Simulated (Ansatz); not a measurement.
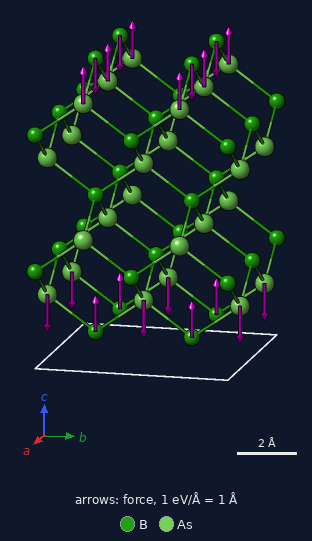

Starting geometry of a slab of composition B$_{5}$As$_{4}$ (cut from the F-43m phase) with the computed forces as purple arrows. Style: ball-and-stick. Shown: the 2 × 2 repeat of the cell, outlined in the plane, without the vacuum, slightly off an axis.

Case: (1 0 0) slab, atoms relaxed. The slab is the (1 0 0) face of BAs.

Theory: Ansatz, DFT PBEsol, scalar-relativistic, plane waves, PAW. Set-up: plane-wave cutoff 420 eV; k-point mesh 8 × 8 × 1; occupations gaussian; smearing width 0.05 eV; no spin polarisation; dipole correction; atoms relaxed in a fixed cell; force threshold 0.02 eV/Å; at most 60 steps.

> What follows when this structure is relaxed?

It isn't relaxed: the largest force vector, on As atoms, is 1.35 eV/Å. The final displacements follow the starting forces only in part (cosine between the two patterns 0.81). The largest moves relative to the layer's centre, 0.15 Å, are those of B atoms. Largest moves by element: B 0.15 Å, As 0.03 Å. The cell doesn't change. Near-neighbour distances that change, for instance: As–B 2.065 → 1.968 Å, As–B 2.065 → 2.086 Å, As–B 2.065 → 2.056 Å. Bond angles that change, for instance: As–B–As 109.5° → 117.8°, B–As–B 109.5° → 117.8°. After 3 accepted moves (4 points after the start) the energy has fallen by 0.244 eV per cell of the calculation. The largest force component goes from 1.4 to 0.01 eV/Å. 1 step only repeated the SCF at the same geometry. The run took 5.8 min on 1 thread of Intel(R) Xeon(R) Processor @ 2.50GHz (Skylake/Cascade Lake) (shared host), peak memory 0.6 GiB.
